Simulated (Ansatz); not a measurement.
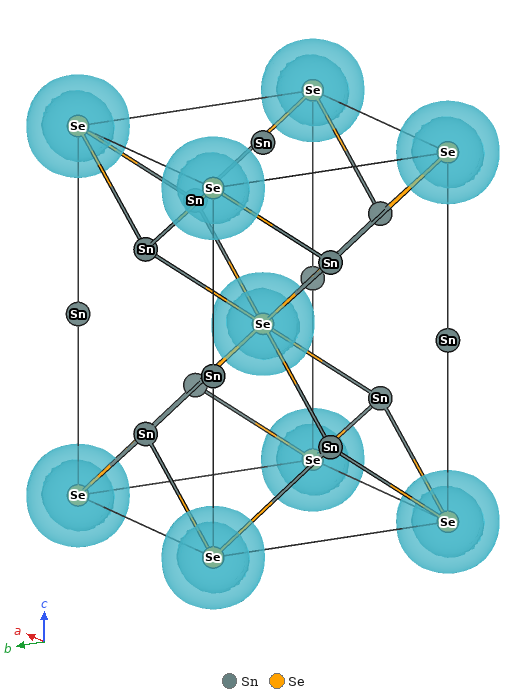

Figure 1: Sn$_{3}$Se. Isosurface of the electron localisation function at 0.75 (cyan), seen at an oblique angle. Core shells and regions of very low density are left out. Sticks mark near contacts.

Space group I4mm; a structure from a database of computed crystals, not necessarily the ambient phase; changed on purpose from its base cell (atom 3 (Sn) moved +0.067 A along Cartesian [0 0 1]).

These are results of DFT PBEsol, scalar-relativistic, plane waves, PAW in Ansatz 0.2.0, not measurements.

### Describe the localisation domains.

The surface consists of two regions wrapped around Se (the valence shell of each), counted in one cell of 8 atoms. Any copies at cell faces, edges or corners count once. Along the contacts the grid gives the following. Sn–Se (3.17 Å): the ELF is about 0.30 at the midpoint.

### Metal or insulator at this level of theory?

It is metallic or semimetallic at this level of theory: no gap opens.
